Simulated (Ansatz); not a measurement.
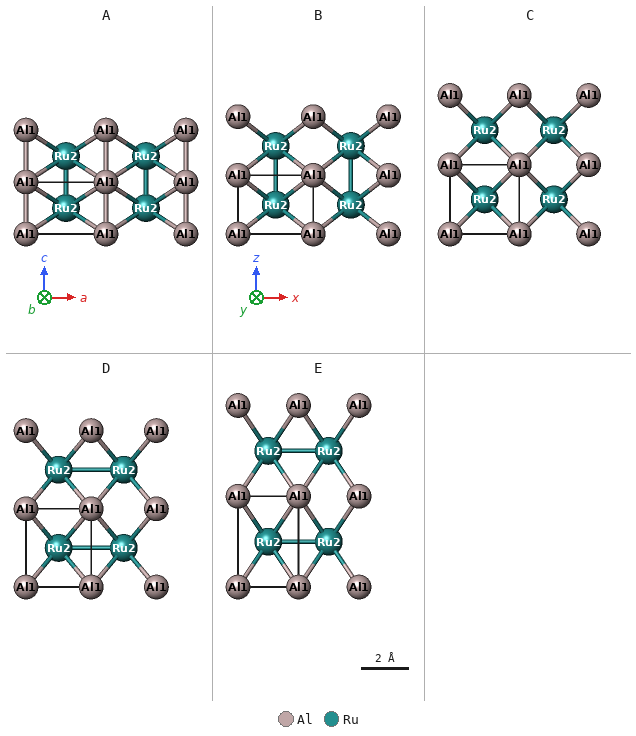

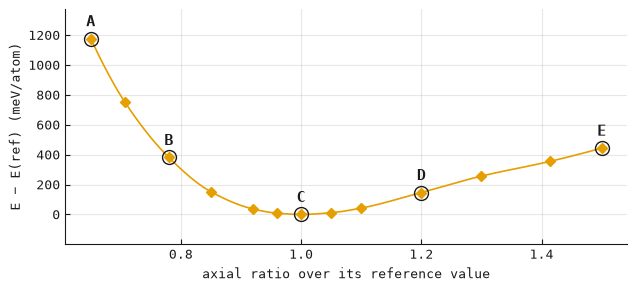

Energy scan for crystalline AlRu (Pm-3m), in which the ratio of the cell's length along z to its lengths across, counted as 1 for the reference, is changed at fixed volume (a tetragonal or Bain path), with the atoms kept at their fractional coordinates. x, y and z are the Cartesian axes of the input. The lettered frames are marked on the plot. Style: ball-and-stick. Shown: the cell of the calculation, repeated 2 × 2 × 2 with one cell outlined, along the b axis.

Computed with DFT PBE, scalar-relativistic, plane waves, PAW in Ansatz 0.2.0. Settings: plane-wave cutoff 420 eV; k-point mesh 18 × 18 × 18; occupations gaussian; smearing width 0.15 eV; no spin polarisation. Energies (free energies at the smearing named) are counted from the cell as listed in its source, which wasn't relaxed.

Q: Read off the main features of the energy profile.

A: The lowest computed point lies at the relative ratio 1.00 (0 meV/atom). The end points stand at 1176 meV/atom (0.65) and 444 meV/atom (1.50). The unrelaxed reference is under a pressure of 2.6 GPa. The distortion takes the space group from Pm-3m to P4/mmm. At the relative ratio 1.50 the cell of the drawing goes a 2.992 → 2.613 Å, b 2.992 → 2.613 Å, c 2.992 → 3.920 Å.

The computed points:

| axial ratio over its reference value | E − E(ref) (meV/atom) |
| --- | --- |
| 0.650 | 1176 |
| 0.707 | 751 |
| 0.780 | 381 |
| 0.850 | 152 |
| 0.920 | 37 |
| 0.960 | 8 |
| 1.000 | 0 |
| 1.050 | 11 |
| 1.100 | 43 |
| 1.200 | 147 |
| 1.300 | 257 |
| 1.414 | 355 |
| 1.500 | 444 |
